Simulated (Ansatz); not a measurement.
**SnS2: how well frozen cores do**

Does the method matter for SnS2? The same cell, functional and mesh are run with all-electron LAPW, frozen-core PAW and all-electron PAW on datasets made for the crystal.

Method: DFT PBE, scalar-relativistic, in Ansatz 0.2.0.

**1. The system as given**

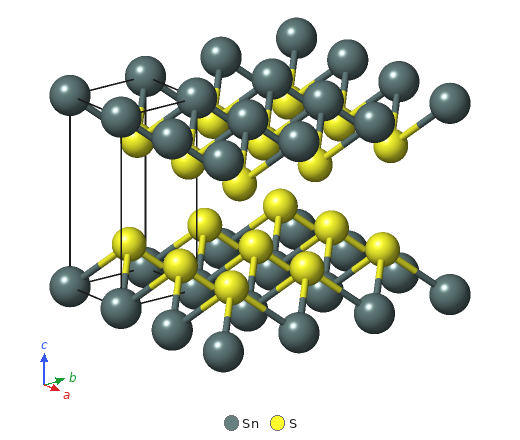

The starting structure, seen slightly off an axis (tin teal, sulfur yellow). 3×3×1 cells are drawn. Atoms on the faces are drawn again on the opposite ones.

As a file:

```cif
data_structure
_symmetry_space_group_name_H-M 'P 1'
_symmetry_Int_Tables_number 1
_cell_length_a 3.5983
_cell_length_b 3.5983
_cell_length_c 5.4940
_cell_angle_alpha 90.000
_cell_angle_beta 90.000
_cell_angle_gamma 120.000
_cell_volume 61.60
loop_
_atom_site_label
_atom_site_type_symbol
_atom_site_fract_x
_atom_site_fract_y
_atom_site_fract_z
_atom_site_occupancy
Sn1 Sn 0.00000 0.00000 0.00000 1
S1 S 0.66667 0.33333 0.26390 1
S2 S 0.33333 0.66667 0.73610 1
```

The cell comes from a crystallographic database entry that wasn't checked; take it as a given geometry, which may be far from equilibrium.

Atoms are numbered in the order of the input: Sn1, S2, S3.

**2. All-electron LAPW**

File input.yaml:

```yaml
crystal:
  lattice:
    - [3.5983003419, 0.0, 0.0]
    - [-1.7991501709, 3.1162195065, 0.0]
    - [0.0, 0.0, 5.494]
  atoms:
    - { symbol: Sn, position: [0.0, 0.0, 0.0] }
    - { symbol: S, position: [0.6666666667, 0.3333333333, 0.2639] }
    - { symbol: S, position: [0.3333333333, 0.6666666667, 0.7361] }
kpoints:
  mp_grid: { grid: [8, 8, 5] }
  band_path:
    path:
      - [0.0, 0.0, 0.0]
      - [0.5, 0.0, 0.0]
      - [0.3333333333, 0.3333333333, 0.0]
      - [0.0, 0.0, 0.0]
      - [0.0, 0.0, 0.5]
      - [0.5, 0.0, 0.5]
      - [0.3333333333, 0.3333333333, 0.5]
      - [0.0, 0.0, 0.5]
      - [0.5, 0.0, 0.5]
    npoints: 8
scf:
  occupations: { method: fermi_dirac, width: 0.01 }
hamiltonian:
  xc: pbe
  pseudopotentials: { kind: all_electron, lapw: { basis_error: 0.001 } }
output:
  forces: true
  stress: true
  eigenvalues: true
  populations: true
  dos: { projected: true, de: 0.2, e_range: [-14, 8] }
```

Standard output:

```text
Sn: projections on atomic orbitals take those of the free atom 1s2 2s2 2p6 3s2 3p6 3d10 4s2 4p6 4d10 5s2 5p2, of charge +0.00 (hamiltonian.pseudopotentials.projection_atoms)
S: projections on atomic orbitals take those of the free atom 1s2 2s2 2p6 3s2 3p4, of charge +0.00 (hamiltonian.pseudopotentials.projection_atoms)
LAPW: plane waves up to 7.991 Å⁻¹, error target 1.0e-3 eV per atom; small_component_spin mean_spin; S in spheres of 1.103 Å, 14 of its electrons in bands, Dirac shells []; Sn in spheres of 1.431 Å, 22 of its electrons in bands, Dirac shells []
Engine: ansatz 0.2.0
Pseudopotentials: kind: all_electron
Pseudopotential: Sn, LAPW, valence charge 22, Koelling and Harmon's equation, gaussian nucleus
Pseudopotential: S, LAPW, valence charge 14, Koelling and Harmon's equation, gaussian nucleus
Functional definition: PBE
  parameter kappa = 0.804
  parameter beta = 0.06672455060314922
  exchange = pbe_x(kappa = kappa, mu = beta*pi^2/3)
  correlation = pbe_c(beta = beta)
Crystal: 3 atoms, lattice volume = 61.605 Å³
Basis set: ecut = 243.2820495574067 eV, 535 PW (Γ), exchange–correlation at level 2
Bands: 30, of which v1, the nominal top of the filled ones, is band 25 counted from 1 (24 counted from 0)
Symmetry: 12 space group operations
Space group: P-3m1 (ITA 164), of the structure as read, at distance tolerance 3.9e-5 Å
k-points: 40 of 320
Non-local potential: Sn, projectors of the file, none
Non-local potential: S, projectors of the file, none
Initial density: superposition of atomic densities (chi_scale 0.1, normalization cell, long waves kept (reshape's long-wave potential 0.11 eV rms))
Initial wavefunctions: plane waves of lowest kinetic energy (no species holds an atomic orbital)
Functional: x = pbe(κ = 0.804, μ = 0.2195149727645171), c = pbe(β = 0.06672455060314922)
iter 1 solved again at ethr=2.82e-3 eV; its pass at ethr=1.00e-1 eV (dr2=1.41e0 eV) is discarded
SCF iter   1: F=—  HF=-189816.183402 eV  |F-HF|=—  |Δ(HF+E_count)|=         —  Δρ=3.90e-2  dr2=1.41e0  ethr=2.82e-3  ⟨swp⟩=2.0  Hψ=8236  notcnv=0
preconditioner: auto → Resta (q_TF=auto, 2.635 Å⁻¹)  ε∞=3.2  [insulator: Δε(μ)=1.768 eV  Ē_g=16.448 eV  σ=0.010 eV  W_gap=1.00  n_scr=22 (ndim 8)  ℏωp=24.1 eV  f_vac=0.029  D(μ)=0.00/eV (n_scr^D=0)  ε∞_Penn≈3.2]
SCF iter   2: F=—  HF=-189815.700154 eV  |F-HF|=—  |Δ(HF+E_count)|=   4.83e-1  Δρ=1.66e-2  dr2=2.01e-1  ethr=2.82e-3  ⟨swp⟩=3.0  Hψ=3553  notcnv=0
SCF iter   3: F=—  HF=-189815.670497 eV  |F-HF|=—  |Δ(HF+E_count)|=   2.97e-2  Δρ=7.61e-3  dr2=4.14e-2  ethr=4.01e-4  ⟨swp⟩=2.0  Hψ=3440  notcnv=0
iter 4 solved again at ethr=3.70e-6 eV; its pass at ethr=8.28e-5 eV (dr2=1.85e-3 eV) is discarded
SCF iter   4: F=—  HF=-189815.674049 eV  |F-HF|=—  |Δ(HF+E_count)|=         —  Δρ=1.59e-3  dr2=1.83e-3  ethr=3.70e-6  ⟨swp⟩=2.0  Hψ=6021  notcnv=0
the basis was enlarged: its passes take 818.9 KiB over the memory plan, 1 of 1 planned eigensolver slots
SCF iter   5: F=—  HF=-189815.674462 eV  |F-HF|=—  |Δ(HF+E_count)|=   4.13e-4  Δρ=4.30e-4  dr2=1.24e-4  ethr=3.66e-6  ⟨swp⟩=3.0  Hψ=3537  notcnv=0
SCF iter   6: F=—  HF=-189815.674611 eV  |F-HF|=—  |Δ(HF+E_count)|=   1.49e-4  Δρ=1.83e-4  dr2=2.24e-5  ethr=2.48e-7  ⟨swp⟩=3.0  Hψ=3531  notcnv=0
SCF iter   7: F=—  HF=-189815.674659 eV  |F-HF|=—  |Δ(HF+E_count)|=   4.81e-5  Δρ=3.93e-5  dr2=1.44e-6  ethr=4.47e-8  ⟨swp⟩=3.0  Hψ=3558  notcnv=0
SCF iter   8: F=-189815.674662 eV  HF=-189815.674662 eV  |F-HF|=8.72e-8  |Δ(HF+E_count)|=   3.32e-6  Δρ=9.85e-6  dr2=8.45e-8  ethr=2.89e-9  ⟨swp⟩=3.0  Hψ=3560  notcnv=0
SCF 1 converged in 8 iterations: F = -189815.674662 eV  dr2 = 8.45e-8
NSCF: frozen V_eff on 65 k-points
SCF converged after 8 iterations
Free energy (F): -189815.674662 eV
Harris-Foulkes:  -189815.674662 eV  (|F-HF|=8.72e-8)
Internal energy: -189815.674662 eV  (E = F + TS)
E sigma→0 (E₀):  -189815.674662 eV
Fermi energy:    10.723789 eV
--- Per-component energies (eV) ---
  E_band       = -3178.783065
  E_kinetic    = 198612.867757
  E_xc         = -5896.379648
  E_electrostatic = -382532.162772  (all electrons and nuclei)
  E_smearing   = -0.000000  (= −TS)
  E_closure    = 0.000000  (closes the sum)
  E_atoms      = -189802.775228  (free atoms, spherical and without spin; not in F)
  Σ components = -189815.674662   (vs F -189815.674662, Δ=0.00e0)
  Basis errors (estimates in eV, not in F): energy 4.8e-4 per atom: plane waves 4.4e-4 (2.5e-4 summed), levels above the bands 3.5e-297, relativity 2.1e-8, radial functions 4.3e-5, core shells 2.2e-8; eigenvalues (radial functions only) 5.1e-6; not estimated: angular momenta, meshes, grids; target (lapw.basis_error) 1.0e-3; muffin-tin radii S 1.103 Å, Sn 1.431 Å
--- Forces (eV/Å), atoms counted from 1 ---
  atom   1  Sn     0.00000000     0.00000000     0.00000000
  atom   2  S      0.00000000     0.00000000     0.45056007
  atom   3  S     -0.00000000    -0.00000000    -0.45056007
  max |Σ_I F_I| component: 4.63e-18 eV/Å
--- Stress (GPa, compression-positive) ---
        9.134684      -0.000000       0.000000
       -0.000000       9.134684       0.000000
        0.000000       0.000000       9.344469
  P = ⅓ Tr σ = 9.2046 GPa (92.046 kbar)
--- Band table (eV; the first three rows and the last of 40) ---
  k-point 0: bands = ["-194.7208", "-194.7208", "-139.5053", "-139.5053", "-139.5053", "-139.5053", "-139.4670", "-139.4670", "-119.1184", "-74.9190", "-74.9190", "-74.9130", "-11.2532", "-11.2532", "-11.2023", "-11.1690", "-11.1690", "-4.5098", "-2.0683", "3.7006", "9.0599", "9.0599", "9.2476", "9.2476", "10.1171", "11.9286", "13.3621", "15.3291", "15.3291", "19.0168"]
  k-point 1: bands = ["-194.7208", "-194.7208", "-139.5053", "-139.5053", "-139.5053", "-139.5053", "-139.4670", "-139.4670", "-119.1184", "-74.9190", "-74.9190", "-74.9130", "-11.2532", "-11.2532", "-11.2021", "-11.1691", "-11.1691", "-4.4154", "-2.3028", "4.1737", "8.9708", "8.9708", "9.1755", "9.3720", "9.3720", "12.5651", "13.4315", "15.1520", "15.1520", "18.8066"]
  k-point 2: bands = ["-194.7208", "-194.7208", "-139.5053", "-139.5053", "-139.5053", "-139.5053", "-139.4670", "-139.4670", "-119.1184", "-74.9190", "-74.9190", "-74.9130", "-11.2532", "-11.2532", "-11.2017", "-11.1691", "-11.1691", "-4.2196", "-2.7000", "5.1988", "7.7756", "8.8947", "8.8947", "9.5074", "9.5074", "13.2093", "13.5365", "14.8927", "14.8927", "18.2817"]
  k-point 39: bands = ["-194.7208", "-194.7208", "-139.5053", "-139.5053", "-139.5053", "-139.5053", "-139.4670", "-139.4670", "-119.1183", "-74.9197", "-74.9195", "-74.9129", "-11.3061", "-11.2596", "-11.1849", "-11.1548", "-11.1384", "-1.8965", "-1.6421", "2.4901", "5.0755", "5.4610", "6.2500", "9.2635", "9.5785", "12.8848", "15.1864", "15.4919", "16.8233", "17.7367"]
--- Löwdin populations: 3 sites ---
  site symbol       q [e]
     0     Sn     49.2433
     1      S     16.3044
     2      S     16.3044
  spilling = 0.001804 (of n_electrons = 82.000000)
```

Wall time 22 s (1 thread, shared host).

In short: pressure 9.20 GPa; gap 1.23 eV; largest force 0.451 eV/Å.

At the corners of the path (eV, zero at the valence-band top):

```csv
point,band 22,band 23,band 24,band 25,band 26,band 27,band 28
Γ,-1.06,-0.87,-0.87,0.00,1.81,3.24,5.21
M,-3.53,-3.18,-1.76,-0.58,1.61,4.14,5.31
K,-3.97,-3.66,-2.21,-2.21,1.46,7.00,7.00
Γ,-1.06,-0.87,-0.87,0.00,1.81,3.24,5.21
A,-1.24,-1.24,-0.59,-0.59,3.19,3.43,4.73
L,-2.86,-2.07,-1.25,-1.24,1.39,4.31,5.12
H,-4.88,-4.35,-0.49,-0.49,3.13,4.98,4.98
A,-1.24,-1.24,-0.59,-0.59,3.19,3.43,4.73
L,-2.86,-2.07,-1.25,-1.24,1.39,4.31,5.12
```

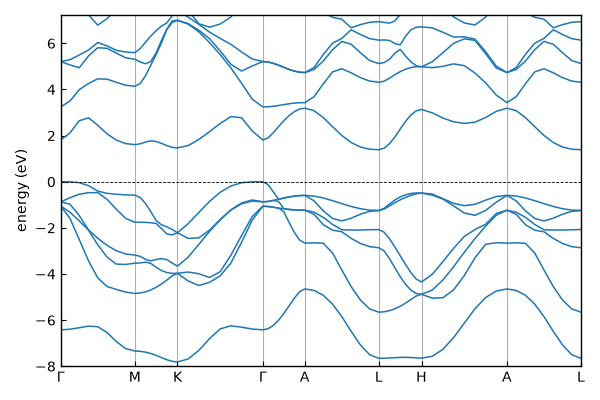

Bands along the path, counted from its valence-band top.

States per cell, counted by energy window (eV from the valence-band top, on a grid of 0.20 eV):

```csv
from,to,total,S 3p,Sn 5p,Sn 5s
-10,-9,0.00,0.00,0.00,0.00
-9,-8,0.00,0.00,0.00,0.00
-8,-7,0.84,0.34,0.00,0.42
-7,-6,0.80,0.33,0.01,0.31
-6,-5,0.60,0.31,0.08,0.10
-5,-4,1.37,0.88,0.39,0.01
-4,-3,1.87,1.34,0.40,0.02
-3,-2,1.96,1.51,0.34,0.02
-2,-1,2.28,2.02,0.16,0.02
-1,0,2.28,2.17,0.03,0.01
0,1,0.01,0.01,0.00,0.00
1,2,0.56,0.29,0.01,0.20
2,3,1.43,0.74,0.06,0.52
3,4,0.06,0.01,0.03,0.01
4,5,1.12,0.20,0.58,0.01
5,6,2.62,0.55,1.22,0.01
```

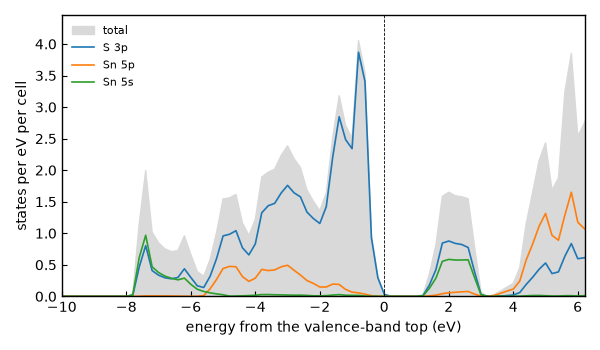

Density of states, total and projected.

**3. Frozen-core PAW**

Edit input.yaml of step 2 so:

```diff
@@ -27,3 +27,3 @@
   xc: pbe
-  pseudopotentials: { kind: all_electron, lapw: { basis_error: 0.001 } }
+  pseudopotentials: { kind: paw }
 output:
@@ -32,3 +32,5 @@
   eigenvalues: true
+  efg: { contact_densities: true }
   populations: true
+  bader: true
   dos: { projected: true, de: 0.2, e_range: [-14, 8] }
```

Standard output:

```text
Sn: output.efg is read without spin–orbit coupling, which moves field gradients at and beside such atoms by some per cent and up to a factor of two; PAW files take it under magnetization.noncollinear and magnetization.spin_orbit
[... 1 set-up line as earlier in the session ...]
Pseudopotentials: kind: paw
Pseudopotential: Sn, paw, valence charge 14, recommended cutoff 420 eV (normal)
Pseudopotential: S, paw, valence charge 6, recommended cutoff 420 eV (normal)
[... 5 set-up lines as earlier in the session ...]
Crystal: 3 atoms, lattice volume = 61.605 Å³
Basis set: ecut = 420 eV, 1183 PW (Γ), exchange–correlation on 50×50×80 points (8 copies of the dense FFT grid, shifted against one another)
Bands: 17, of which v1, the nominal top of the filled ones, is band 13 counted from 1 (12 counted from 0)
[... 2 set-up lines as earlier in the session ...]
k-points: 40 of 320
Non-local potential: Sn, projectors of the file, l = 0: 2, l = 1: 2, l = 2: 2, l = 3: 2
Non-local potential: S, projectors of the file, l = 0: 2, l = 1: 2, l = 2: 2
PAW form: soft (Blöchl's): semilocal exchange-correlation on the pseudo side does not see the compensation charge
PAW one-centre angular grid: Sn, 590 points (default); XC on 64 Gauss nodes
PAW one-centre angular grid: S, 110 points (default); XC on 64 Gauss nodes
Initial density: superposition of atomic densities (neutral atoms: chi_scale 0, normalization atom), corrected by the library's trained network
Initial wavefunctions: pseudopotential atomic-orbital guess
[... 1 set-up line as earlier in the session ...]
SCF iter   1: F=—  HF=-7829.225685 eV  |F-HF|=—  |Δ(HF+E_count)|=         —  Δρ=1.28e-3  dr2=9.16e-4  ethr=1.77e-3  ⟨swp⟩=6.6  Hψ=4104  notcnv=0
preconditioner: auto → Resta (q_TF=auto, 2.363 Å⁻¹)  ε∞=3.2  [insulator: Δε(μ)=1.225 eV  Ē_g=16.329 eV  σ=0.010 eV  W_gap=1.00  n_scr=22 (ndim 8)  ℏωp=24.1 eV  f_vac=0.008  D(μ)=0.00/eV (n_scr^D=0)  ε∞_Penn≈3.2]
SCF iter   2: F=—  HF=-7829.224456 eV  |F-HF|=—  |Δ(HF+E_count)|=   1.23e-3  Δρ=7.32e-4  dr2=3.36e-4  ethr=3.52e-6  ⟨swp⟩=2.0  Hψ=1680  notcnv=0
SCF iter   3: F=—  HF=-7829.224523 eV  |F-HF|=—  |Δ(HF+E_count)|=   6.73e-5  Δρ=2.82e-4  dr2=2.92e-5  ethr=1.29e-6  ⟨swp⟩=2.0  Hψ=1360  notcnv=0
SCF iter   4: F=—  HF=-7829.224524 eV  |F-HF|=—  |Δ(HF+E_count)|=   1.10e-6  Δρ=1.24e-4  dr2=5.48e-6  ethr=1.12e-7  ⟨swp⟩=2.7  Hψ=1166  notcnv=0
SCF iter   5: F=—  HF=-7829.224524 eV  |F-HF|=—  |Δ(HF+E_count)|=   2.93e-7  Δρ=1.84e-5  dr2=1.43e-7  ethr=2.11e-8  ⟨swp⟩=2.0  Hψ=1143  notcnv=0
SCF iter   6: F=-7829.224525 eV  HF=-7829.224525 eV  |F-HF|=2.71e-9  |Δ(HF+E_count)|=   6.19e-8  Δρ=2.62e-6  dr2=5.17e-9  ethr=3.85e-10  ⟨swp⟩=5.9  Hψ=3184  notcnv=0
SCF 1 converged in 6 iterations: F = -7829.224525 eV  dr2 = 5.17e-9
NSCF: frozen V_eff on 65 k-points
SCF converged after 6 iterations
Free energy (F): -7829.224525 eV
Harris-Foulkes:  -7829.224525 eV  (|F-HF|=2.71e-9)
Internal energy: -7829.224525 eV  (E = F + TS)
E sigma→0 (E₀):  -7829.224525 eV
Fermi energy:    8.869072 eV
--- Per-component energies (eV) ---
  E_band       = -86.351654
  E_kinetic    = 404.339990
  E_local      = -1395.111887  (includes V_loc(G=0)·N_el)
  E_nonlocal   = 27.421176
  E_hartree    = 761.675724
  E_xc         = -576.278849
  E_vxc        = -270.910258  (∫ρ·V_xc dr)
  E_paw        = -5343.646319  (= ΣΔE_a)
  E_vpaw       = -375.442199  (= ΣTr[D̂ρ^β])
  E_aug_tail   = 0.000003  (compensation charges beyond the density's cutoff)
  E_ewald      = -1707.624361
  E_smearing   = -0.000000  (= −TS)
  E_closure    = -0.000000  (closes the sum)
  Σ components = -7829.224525   (vs F -7829.224525, Δ=0.00e0)
--- Forces (eV/Å), atoms counted from 1 ---
  atom   1  Sn     0.00000000     0.00000000     0.00000000
  atom   2  S     -0.00000000    -0.00000000     0.45301492
  atom   3  S      0.00000000     0.00000000    -0.45301492
  max |Σ_I F_I| component: 1.11e-16 eV/Å
--- Stress (GPa, compression-positive) ---
        9.150071       0.000000       0.000000
        0.000000       9.150071       0.000000
       -0.000000       0.000000       9.356588
  P = ⅓ Tr σ = 9.2189 GPa (92.189 kbar)
--- PAW observables at the nuclei: V_zz in 10²¹ V/m², potentials from the cell's mean, atoms counted from 1 ---
  atom   1  Sn V_zz =    +1.084564   η = 0.0000   by run symmetry: allowed
            electrostatic potential = -8171.275548 V   contact ρ = 1236305.062235 e/Å³
  atom   2  S  V_zz =    -4.359156   η = 0.0000   by run symmetry: allowed
            electrostatic potential = -1635.783421 V   contact ρ = 19771.625658 e/Å³
  atom   3  S  V_zz =    -4.359156   η = 0.0000   by run symmetry: allowed
            electrostatic potential = -1635.783421 V   contact ρ = 19771.625658 e/Å³
--- Band table (eV; the first three rows and the last of 40) ---
  k-point 0: bands = ["-13.0930", "-13.0930", "-13.0411", "-13.0082", "-13.0082", "-6.3688", "-3.9262", "1.8472", "7.2029", "7.2029", "7.3909", "7.3909", "8.2646", "10.0672", "11.5039", "13.4717", "13.4717"]
  k-point 1: bands = ["-13.0930", "-13.0930", "-13.0409", "-13.0082", "-13.0082", "-6.2745", "-4.1605", "2.3204", "7.1139", "7.1139", "7.3211", "7.5153", "7.5153", "10.7051", "11.5734", "13.2945", "13.2945"]
  k-point 2: bands = ["-13.0930", "-13.0930", "-13.0406", "-13.0082", "-13.0082", "-6.0791", "-4.5572", "3.3464", "5.9194", "7.0378", "7.0378", "7.6507", "7.6507", "11.3487", "11.6790", "13.0352", "13.0352"]
  k-point 39: bands = ["-13.1461", "-13.0992", "-13.0244", "-12.9943", "-12.9770", "-3.7544", "-3.4994", "0.6317", "3.2188", "3.6040", "4.3933", "7.4083", "7.7235", "11.0285", "13.3289", "13.6349", "14.9669"]
--- Löwdin populations: 3 sites ---
  site symbol       q [e]
     0     Sn     13.2023
     1      S      6.3210
     2      S      6.3210
  spilling = 0.005990 (of n_electrons = 26.000000)
--- Bader charges: 3 sites ---
  site symbol  charge [e]  shift [e]
     0     Sn      1.5883     0.0002
     1      S     -0.7941     0.0001
     2      S     -0.7941     0.0001
  estimated error of the sums over rays = 7.2e-4 e
```

Wall time 21 s (1 thread, shared host).

In short: pressure 9.22 GPa; gap 1.22 eV; largest force 0.453 eV/Å; Vzz Sn1 1.08 (η = 0.00), S2 -4.36 (η = 0.00) (10²¹ V/m²).

```csv
atom,Bader charge (e),basin volume (Å³)
Sn1,+1.59,14.18
S2,-0.79,23.71
```

**4. All-electron PAW on datasets made for the crystal**

Edit input.yaml of step 3 so:

```diff
@@ -27,3 +27,3 @@
   xc: pbe
-  pseudopotentials: { kind: paw }
+  pseudopotentials: { kind: all_electron, datasets: crystal }
 output:
@@ -33,4 +33 @@
   efg: { contact_densities: true }
-  populations: true
-  bader: true
-  dos: { projected: true, de: 0.2, e_range: [-14, 8] }
```

Standard output, shortened:

```text
[...]
Sn: output.efg is read without spin–orbit coupling, which moves field gradients at and beside such atoms by some per cent and up to a factor of two; PAW files take it under magnetization.noncollinear and magnetization.spin_orbit
[...]
[... 1 set-up line as earlier in the session ...]
Pseudopotential: Sn, paw, valence charge 22, recommended cutoff 260 eV (normal), Koelling and Harmon's equation, gaussian nucleus
Pseudopotential: S, paw, valence charge 6, recommended cutoff 260 eV (normal), Koelling and Harmon's equation, gaussian nucleus
[... 1 set-up line as earlier in the session ...]
[...]
Crystal: 3 atoms, lattice volume = 61.605 Å³
Basis set: ecut = 260 eV, 591 PW (Γ), exchange–correlation on 40×40×60 points (8 copies of the dense FFT grid, shifted against one another)
Bands: 17, of which v1, the nominal top of the filled ones, is band 13 counted from 1 (12 counted from 0)
[... 1 set-up line as earlier in the session ...]
[...]
        0.000000       9.131272       0.000000
        0.000000       0.000000       9.341179
  P = ⅓ Tr σ = 9.2012 GPa (92.012 kbar)
  It holds what live shells' own plane waves past their cutoff add
--- PAW observables at the nuclei: V_zz in 10²¹ V/m², potentials from the cell's mean, atoms counted from 1 ---
  atom   1  Sn V_zz =    +1.103269   η = 0.0000   by run symmetry: allowed
            electrostatic potential = -8171.055112 V   contact ρ = 1236217.100461 e/Å³
  atom   2  S  V_zz =    -4.355427   η = 0.0000   by run symmetry: allowed
            electrostatic potential = -1635.631473 V   contact ρ = 19789.710816 e/Å³
  atom   3  S  V_zz =    -4.355427   η = -0.0000   by run symmetry: allowed
            electrostatic potential = -1635.631473 V   contact ρ = 19789.710816 e/Å³
--- Band table (eV; the first three rows and the last of 40) ---
  k-point 0: bands = ["-11.2527", "-11.2527", "-11.2017", "-11.1685", "-11.1685", "-4.5098", "-2.0683", "3.7006", "9.0599", "9.0599", "9.2475", "9.2475", "10.1169", "11.9287", "13.3621"]
[...]
```

Run time: 16 s. Hardware: 1 thread, shared host.

Read from it: pressure 9.20 GPa; gap 1.23 eV; largest force 0.450 eV/Å; Vzz Sn1 1.10 (η = 0.00), S2 -4.36 (η = 0.00) (10²¹ V/m²).

```csv
atom,contact density (e/Å³)
Sn1,1236217
S2,19789.71
```

**5. Side by side**

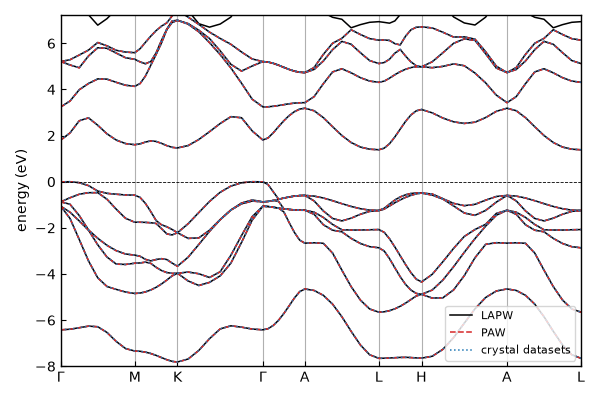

Bands of 3 runs (LAPW; PAW; crystal datasets) drawn together, counted from each run's valence-band top.

| method | pressure (GPa) | gap (eV) | largest force (eV/Å) | Vzz Sn1 (10²¹ V/m²) | Vzz S2 (10²¹ V/m²) | SCF cycles, all passes |
| --- | --- | --- | --- | --- | --- | --- |
| LAPW | 9.20 | 1.23 | 0.451 | – | – | 8 |
| PAW | 9.22 | 1.22 | 0.453 | 1.08 | -4.36 | 6 |
| crystal datasets | 9.20 | 1.23 | 0.450 | 1.10 | -4.36 | 9 |

**6. What came out**

```
           quantity                                               value
           pressure      LAPW 9.20, PAW 9.22, crystal datasets 9.20 GPa
         gap (LAPW)                                             1.23 eV
      largest force  LAPW 0.451, PAW 0.453, crystal datasets 0.450 eV/Å
Bader charges (PAW)                               Sn1 +1.59, S2 -0.79 e
```

In words: The pressure of 9.2 GPa pushes the cell to expand, with the atoms held in place. The gap is 1.23 eV. It is the Kohn-Sham gap of a semilocal functional, which mostly lies below the gap found in experiment. S 3p states make 97 % of the projected weight in the top eV of the valence band. The projection holds only the free atom's occupied shells (Sn 5s, Sn 5p, S 3s, S 3p in this range). The field gradient at S2, the largest by crystal datasets, is -4.36 by PAW and -4.36 by crystal datasets (10²¹ V/m²), within 5 %. Spin–orbit coupling is left out, which moves gradients at and beside heavy atoms by some per cent and at worst by a factor of two. In pressure, PAW differs from LAPW by +0.01 GPa and less than 0.01 eV in the gap. The forces differ by at most 2 meV/Å in a component, on a largest force of 0.451 eV/Å.
